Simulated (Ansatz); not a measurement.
A series of calculations on Co

**1. Relaxation**

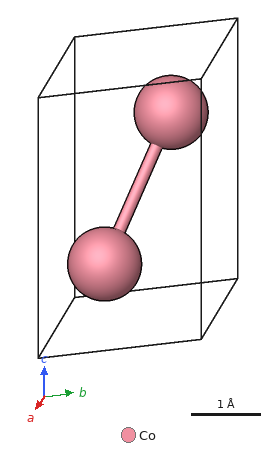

Solid Co (set up in P-3m1), before the relaxation. Style: ball-and-stick. Shown: the cell of the calculation, from a free direction.

Level of theory: Ansatz, DFT PBE, scalar-relativistic, plane waves, PAW.

Input
```yaml
crystal:
  lattice:
    - [2.4873648738, 0.0, 0.0]
    - [-1.2436824369, 2.1541211692, 0.0]
    - [0.0, 0.0, 4.0632895034]
  atoms:
    - { symbol: Co, position: [0.66666667, 0.33333333, 0.259861], spin: 1.93 }
    - { symbol: Co, position: [0.33333333, 0.66666667, 0.740139], spin: 1.93 }
basis:
  ecutwfc: 420
kpoints:
  mp_grid: { grid: [18, 18, 10] }
hamiltonian:
  xc: pbe
scf:
  occupations: { method: gaussian, width: 0.1 }
output:
  forces: true
  stress: true
  eigenvalues: true
  populations: true
magnetization:
  spin_polarized: true
relax:
  adjacent_minimum: "off"
  f_tol: 0.005
  max_steps: 80
  cell: { stress_tol: 0.05 }
```

Launched with:
```bash
ansatz run input.yaml --threads 1 --pin off --max-ram 2560MiB --backend cpu --events-out ev --progress --plain --runs-dir out
```

Predict the outcome.

The energy falls by 10.1 meV per atom in 4 accepted moves (5 points after the start). The largest force component goes from 0.51 to under 0.0001 eV/Å. Pressure: 0.20 GPa at the start and 0.00 GPa at the end. At 1 point the geometry stayed and the basis and grid were re-selected for the new cell (energy shift of less than 0.05 meV per atom at most each time). The largest moves relative to the cell, 0.040 Å, are those of Co1 and Co2. Co1 goes along −c. Cell: a = b 2.487 → 2.492 Å (+0.2 %), c 4.063 → 4.034 Å (−0.7 %). Volume −0.3 %. Some distances before and after: Co1–Co2 2.554 → 2.477 Å, Co1–Co2 (another image) 2.423 → 2.478 Å, Co1–Co1 2.487 → 2.492 Å. The space group (tolerance 0.01 Å) goes from P-3m1 (No. 164) to P6_3/mmc (No. 194). Cost: 2.9 min on 1 thread of Arm Neoverse V1, with other jobs on the host, peak memory 0.53 GiB.

**2. Relaxation**

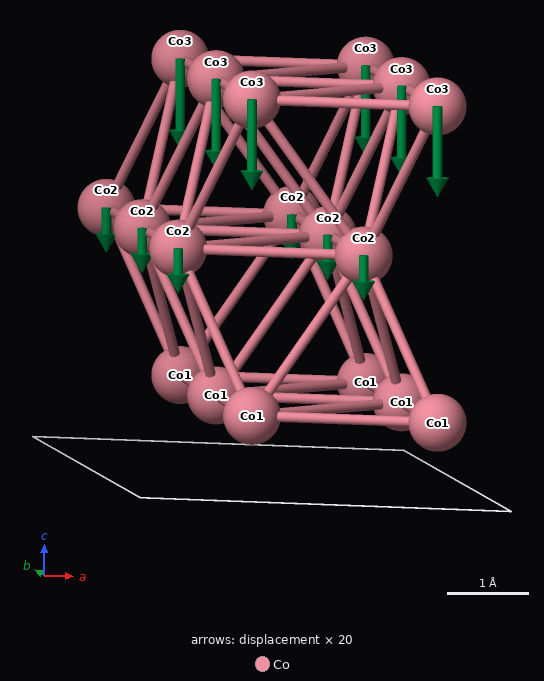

A constrained relaxation of a slab of composition Co (cut from the P6_3/mmc phase). The starting structure is drawn; green arrows show the displacements, magnified 20 times.

A ball-and-stick model of the 2 × 3 repeat of the cell, outlined in the plane, without the vacuum, seen slightly off an axis.

Case: clean slab, lower half held. The slab is the (0 0 1) face of Co. 1 atoms are held fixed.

Method: Ansatz, DFT PBEsol, scalar-relativistic, plane waves, PAW. Settings: plane-wave cutoff 420 eV; k-point mesh 12 × 12 × 1; occupations gaussian; smearing width 0.1 eV; collinear spin; dipole correction; atoms relaxed in a fixed cell; force threshold 0.03 eV/Å; at most 70 steps.

**Describe the change and its energy.**

Co3 moves most: 0.057 Å along the normal (−c). The cell stays as it was. Near-neighbour distances that change, for instance: Co1–Co2 2.439 → 2.416 Å. Over 2 accepted moves (3 points after the start) the energy falls by 6.1 meV per cell of the calculation. The largest force component goes from 0.2 to 0.0084 eV/Å. 1 step only repeated the SCF at the same geometry. Cost: 69 s on 1 thread of Arm Neoverse V2, on a shared host, peak memory 0.4 GiB.

**3. A change**

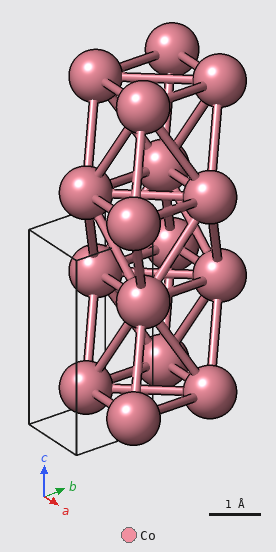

Reference structure: a crystal of Co. The picture is a ball-and-stick view of the cell of the calculation, repeated 2 × 2 × 2 with one cell outlined, seen slightly off an axis.

Computed with DFT PBE, scalar-relativistic, plane waves, PAW (Ansatz 0.2.0). (plane-wave cutoff 420 eV; occupations gaussian; smearing width 0.1 eV; collinear spin) The k-mesh is chosen for each cell (18×18×10, 24×24×12).

Change: The crystal is put under a hydrostatic pressure of 40 GPa. Cell and atoms are relaxed at that pressure.

What is the effect?

Answer. The energy rises by 151 meV per atom. (The two runs use different k-meshes.) The pressure goes from 0.0 to 40.0 GPa. The absolute magnetisation per cell goes from 3.54 to 3.28 μB (net moment 3.20 and 3.01 μB). Cell: a = b 2.492 → 2.384 Å (−4.3 %), c 4.034 → 3.851 Å (−4.5 %). Volume −12.6 %. The atoms keep their places relative to the cell (all moves are under 0.005 Å). Some distances before and after: Co–Co 2.478 → 2.367 Å, Co–Co 2.492 → 2.384 Å. The space group stays P6_3/mmc (No. 194).

Drawn alike, the variant:

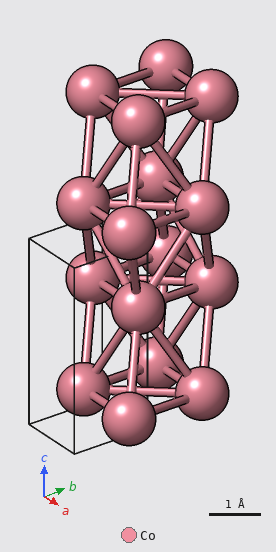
